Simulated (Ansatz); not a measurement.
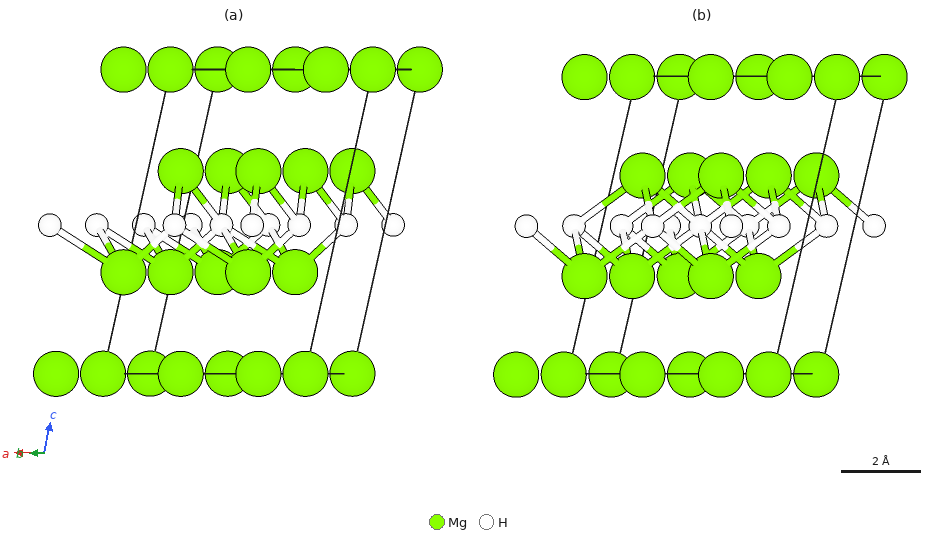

The structure of solid Mg$_{3}$H (set up in Cm) (coarse preliminary run) before (left) and after (right) a relaxation, at one scale.

A ball-and-stick model of the conventional cell (2 times the calculation's cell), repeated 1 × 2 × 1 with one cell outlined, seen from a free direction. Lengths and directions refer to the drawn axes.

Case: 1 H put on empty site 3 of 1 host cells, relaxed.

Theory: DFT PBE, scalar-relativistic, plane waves, PAW in Ansatz 0.2.0. Settings: plane-wave cutoff 420 eV; k-point mesh 6 × 6 × 6; occupations gaussian; smearing width 0.1 eV; no spin polarisation; cell and atoms relaxed; force threshold 0.0325 eV/Å; at most 70 steps.

What changed between the two?

After 4 accepted moves (5 points after the start) the energy has fallen by 32.4 meV per atom. The largest force component goes from 0.6 to 0.007 eV/Å. The pressure goes from 1.31 to 0.05 GPa. The SCF was repeated once at an unchanged geometry on a basis and grid sized afresh for the cell, which shifted the energy by less than 0.05 meV per atom at most. The H atom moves most relative to the cell: 0.34 Å roughly along −a. Largest moves by element: H 0.34 Å, Mg 0.12 Å. Cell: a 5.549 → 5.620 Å (+1.3 %), b 3.204 → 3.244 Å (+1.2 %), c 7.959 → 7.800 Å (−2.0 %), β 103.4° → 103.9°. Volume +0.3 %. Some distances before and after: H–Mg 1.842 → 2.262 Å, H–Mg 2.680 → 2.276 Å, H–Mg 2.429 → 2.267 Å, H–Mg 2.161 → 2.268 Å. Within 0.06 Å the space group is Cm at the start and R-3m at the end; at a tighter tolerance small leftover displacements or strains of the cell lower it.

Limits of the set-up: layers or molecules are held without a dispersion correction, so their spacing is unreliable.
